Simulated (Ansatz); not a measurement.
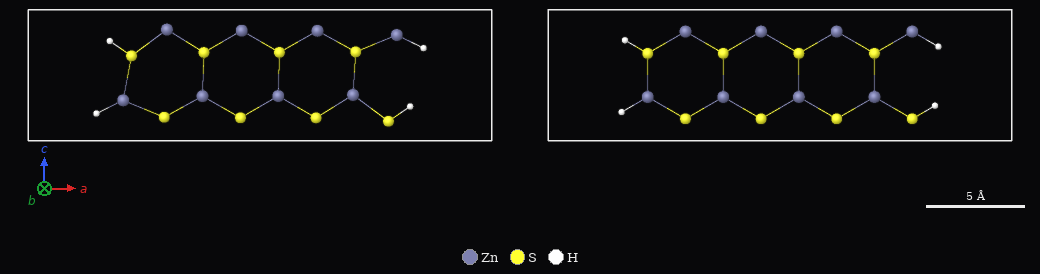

Two geometries of a wire of composition Zn₂HS₂, drawn at one scale. One is the start of a relaxation, the other its converged end. The picture is a ball-and-stick view of the cell of the calculation, with the vacuum cut short, seen along the b axis.

These are results of Ansatz, DFT PBE, scalar-relativistic, plane waves, PAW, not measurements. Set-up: plane-wave cutoff 420 eV; k-point mesh 1 × 1 × 5; occupations gaussian; smearing width 0.05 eV; no spin polarisation; cell relaxed at fixed a, b, alpha, beta, gamma; force threshold 0.02 eV/Å; at most 45 steps.

> Which one is relaxed?

The left one is the relaxed one. Case: armchair ribbon, 8 formula units a period, edges capped with H. After 5 accepted moves (6 points after the start) the energy has fallen by 0.460 eV per cell of the calculation. Largest force component: 0.72 eV/Å at the start, 0.015 eV/Å at the end. At 1 point the geometry stayed and the basis and grid were re-selected for the new cell (energy shift of 0.2 meV per cell of the calculation at most each time). The largest moves relative to the centre of the atoms, 0.29 Å, are those of Zn atoms. Largest moves by element: Zn 0.29 Å, H 0.28 Å, S 0.23 Å. Along the periodic axis the drawn cell goes c 6.731 → 6.722 Å (−0.1 %). Among the contacts that change: S–Zn 2.244 → 2.328 Å, S–Zn 2.244 → 2.283 Å, S–Zn 2.244 → 2.219 Å, H–Zn 1.550 → 1.534 Å. Bond angles that change, for instance: S–Zn–S 120.0° → 101.7°, Zn–S–Zn 120.0° → 137.2°, S–Zn–H 120.0° → 131.5°.
